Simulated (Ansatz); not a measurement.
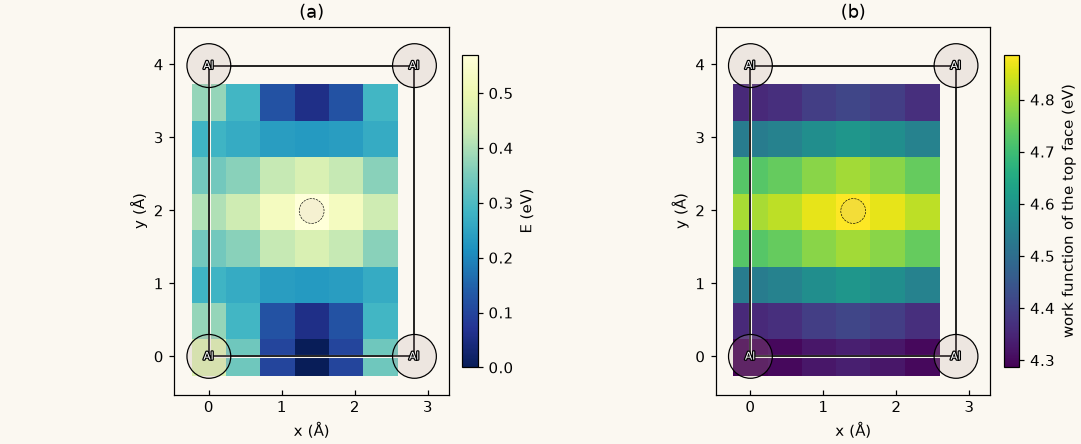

Au on an Al(110) slab cut from the Fm-3m phase, its upper half relaxed before the scan (16 atoms of substrate and one adsorbate in a 2 × 2 cell). Au is moved over the surface cell at a fixed height above a rigid substrate; the origin of the map has the adsorbate above Al13; the height is held at 2.20 Å. Places are given modulo a cell vector. The map is drawn in real space over the plane of the surface. Grid: 6 × 8 points; 20 points were computed and 28 follow by symmetry. Places are given in fractions of the 1 × 1 surface cell. Energies are in eV, from the lowest grid point. The runs have no spin polarisation, so an open-shell adsorbate far from the surface lies too high. At a fixed height the lowest place need not be the adsorption site. These are results of DFT PBE+D3(BJ), scalar-relativistic, plane waves, PAW (Ansatz 0.2.0), not measurements. Settings: cutoff 420 eV, k-mesh 5×4×1, gaussian smearing 0.1 eV, no spin polarisation.

Panel (a) is the energy and panel (b) the computed work function of the top face on the same grid.

Drawn: one coloured cell a grid point, labelled circles for the atoms of the top layer and small ones for the second layer, the outline of one cell of the plane.

How does the work function of the top face vary over the map, and what is it at the lowest grid point?

Answer. It runs from 4.29 eV at the top site over a surface Al atom, (0/6, 0/8) of the cell vectors to 4.89 eV at a fourfold hollow over a second-layer Al atom, (3/6, 4/8) of the cell vectors. At the lowest grid point, a bridge site between two Al atoms, (3/6, 0/8) of the cell vectors, it is 4.34 eV.
